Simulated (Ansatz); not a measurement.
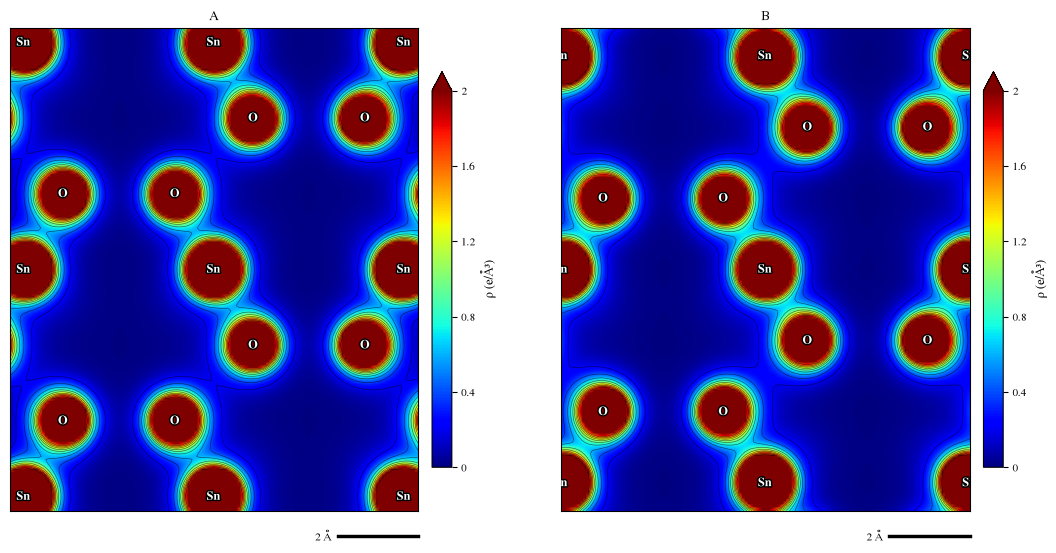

SnO₂. The valence pseudo-density of two cells that differ in size and shape, on the (110) plane of each (indices in the axes of the calculation cell), at one length scale and on one colour scale: A has 14.6 Å³ an atom and B 13.9.

Theory: Ansatz, DFT LDA+D3(BJ), scalar-relativistic, plane waves, PAW.

The density is the valence pseudo-density of a PAW calculation; it isn't the true density close to the nuclei.

The larger cell:

```xyz
6
Lattice="3.2677 0.0000 0.0000 -1.6339 2.8299 0.0000 0.0000 0.0000 9.4754" Properties=species:S:1:pos:R:3 pbc="T T T"
Sn    0.0000    0.0000    4.7377
Sn    0.0000    0.0000    0.0000
O     1.6339    0.9433    3.7626
O     1.6339    0.9433    0.9751
O     0.0000    1.8866    5.7128
O     0.0000    1.8866    8.5003
```

The smaller cell: a = 3.072 Å, b = 3.072 Å, c = 10.180 Å, α = 90.00°, β = 90.00°, γ = 120.00°.

Question: What does the compression do to the bonding and the properties?

Answer: From the larger cell to the smaller, Sn–O goes from 2.12 to 2.06 Å, and the density at its midpoint from 0.61 to 0.69 e/Å³; the pressure goes from −10 to 5 GPa; the Kohn–Sham gap goes from 1.2 eV to 2.6 eV.
